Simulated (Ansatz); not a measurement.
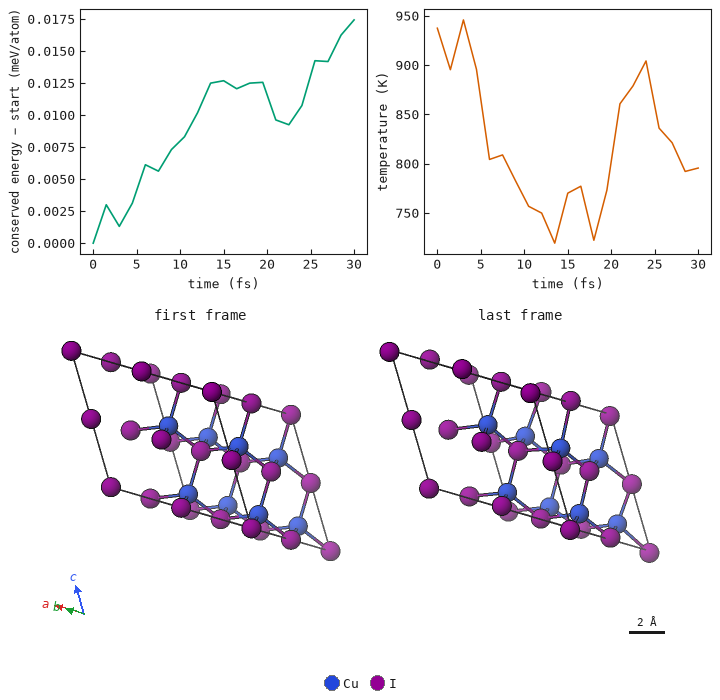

A Born-Oppenheimer molecular dynamics run of a 16-atom cell of CuI (built on the measured structure type), 30 fs long. A ball-and-stick model of the reduced simulation cell, seen from a free direction. Bonds to atoms that aren't drawn are left out. Lengths and directions refer to the drawn axes.

Level of theory: DFT, PBE, plane waves, PAW in Ansatz 0.2.0. Run with plane-wave cutoff 420 eV; k-point mesh 2 × 2 × 2; Fermi-Dirac smearing 0.086 eV; Langevin thermostat and barostat (NPT); set temperature 1000 K; time step 1.5 fs.

**How well is the energy conserved, and can the run be trusted?**

The conserved quantity stays between 0 and 0.017 meV per atom of its start. A straight-line fit has a slope that amounts to +0.014 meV per atom over 30 fs (under 0.1 % of the mean kinetic energy), and the ripple about it is under 0.1 % of the kinetic energy's fluctuation. With a drift under 2 % and a ripple under 7 %, the integration is accurate. The mean temperature in the second half is 812 K (standard deviation 52 K). The potential energy is still drifting at the end, so the run hasn't reached equilibrium. The potential energy in the second half lies on average 24.0 meV per atom above the first frame. The mean pressure there is 2.2 GPa. The volume ends +0.9 % from the start.
